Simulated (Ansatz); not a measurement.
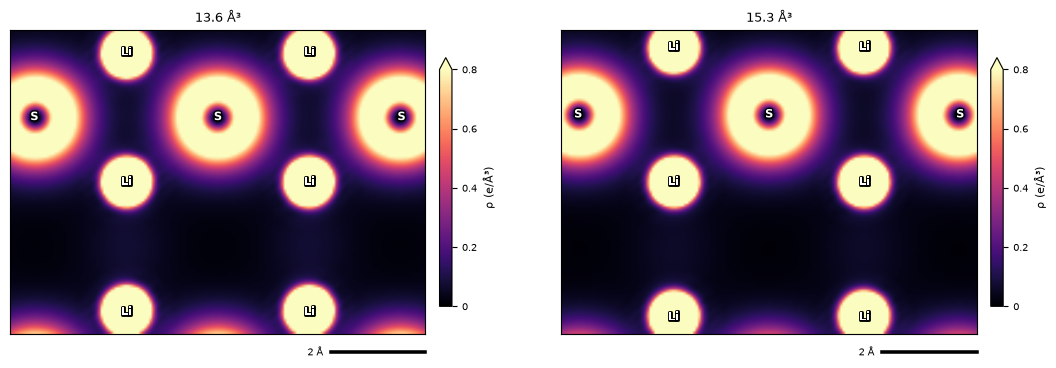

Li$_{2}$S. The valence charge density (pseudo) of cells scaled evenly to different volumes (given per atom above each panel), on the (11̄0) plane of each (indices in the axes of the cell below), at one length scale and on one colour scale.

Method: DFT PBE, scalar-relativistic, plane waves, PAW in Ansatz 0.2.0.

The largest cell:

```yaml
crystal:
  lattice:
    - [0.00000, 2.84450, 2.84450]
    - [2.84450, 0.00000, 2.84450]
    - [2.84450, 2.84450, 0.00000]
  atoms:
    - { symbol: Li, position: [0.25000, 0.25000, 0.25000] }
    - { symbol: Li, position: [0.75000, 0.75000, 0.75000] }
    - { symbol: S, position: [0.00000, 0.00000, 0.00000] }
```

| volume (Å³/atom) | Li–S contact in the plane (Å) | ρ at its midpoint (e/Å³) | pressure (GPa) | gap on the mesh (eV) | 
| --- | --- | --- | --- | --- |
| 13.62 | 2.368 | 0.343 | 6.7 | 3.28 | 
| 15.01 | 2.446 | ? | ? | ? | 
| 15.34 | 2.463 | 0.294 | 0.4 | 3.39 | 

### Estimate the missing row, and compare with the calculation.

Over the known rows ln ρ falls by 1.62 per Å of Li–S distance (the line through the two), which gives 0.302 e/Å³ at 2.446 Å; the calculation gives 0.302 e/Å³. For the pressure, a straight line in volume between the neighbouring rows gives 1.6 GPa; the calculation gives 1.3, lower because pressure rises ever faster on compression. For the gap on the mesh, a straight line in volume between the neighbouring rows gives 3.37 eV; the calculation gives 3.37.
